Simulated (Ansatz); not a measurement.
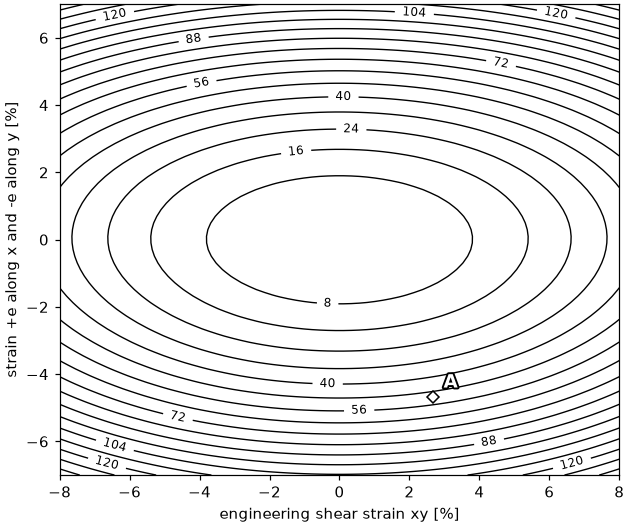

Si (P6_3/mmc, No. 194; 4 atoms in the cell). The energy is mapped over two homogeneous strains (x along [1 0 0], y along [1 2 0], z along [0 0 1] of the conventional cell). First axis: engineering shear strain xy. Second axis: strain +e along x and -e along y. Nothing is relaxed (fractional coordinates fixed). Grid: 7 × 7 points; 28 points were computed and 21 follow by symmetry. Points are written as (first, second). Energies are in meV/atom, from the lowest grid point. The band gap closes in part of the range. Method: DFT LDA, scalar-relativistic, plane waves, PAW (Ansatz 0.2.0). Settings: cutoff 420 eV, k-mesh 12×12×6 in the order of the run's cell vectors, gaussian smearing 0.03 eV, no spin polarisation.

In the figure: contour lines labelled in meV/atom, the point A. Between grid points the surface is interpolated.

Q: Is A at rest? If not, where is it pushed?

A: A, at (2.7 %, −4.67 %), is not a stationary point. The computed force is 3 meV/atom for each 1 % towards smaller values of engineering shear strain xy and 20 meV/atom for each 1 % towards larger values of the second coordinate.

PAW datasets: the set soft_1.
